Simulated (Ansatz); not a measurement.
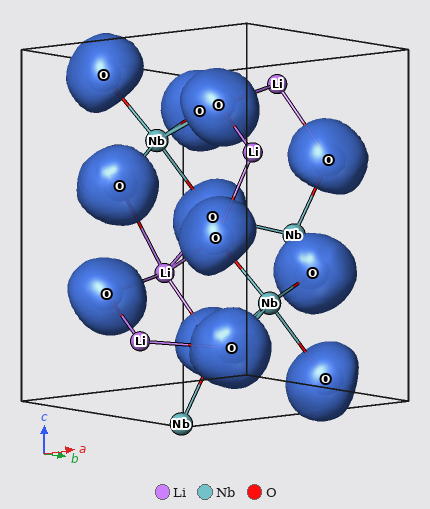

Figure. LiNbO3. Isosurface of the ELF at 0.7 (blue), seen at an oblique angle. Only the valence region is drawn (cores and ρ < 0.01 e/Å³ removed). Sticks mark near contacts.

Space group R3c; a structure from a database of computed crystals, not necessarily the ambient phase; started from the database structure prototype, which need not be the ambient phase.

These are results of DFT, PBE, plane waves, PAW (Ansatz), not measurements.

**Where are the electrons localised?**

At this value the surface marks out twelve regions wrapped around O (the valence shell of each), counted in one cell of 20 atoms. Any copies at cell faces, edges or corners count once. Profiles from the grid: Nb–O (1.88 Å): the ELF peaks at about 0.80 in the valence shell of O, 0.6 Å from its nucleus, and drops to about 0.30 between the two atoms (no shared electron pair shows on this line). Li–O (2.08 Å): the ELF peaks at about 0.85 in the valence shell of O, 0.6 Å from its nucleus, and falls to about 0 next to Li (an ionic contact with no shared pair).

**Does the calculation make it a metal, or give it a gap?**

It is gapped, with a Kohn–Sham gap of 3.5 eV on the k-point mesh (the band edges may lie off the mesh, which would make the gap smaller).
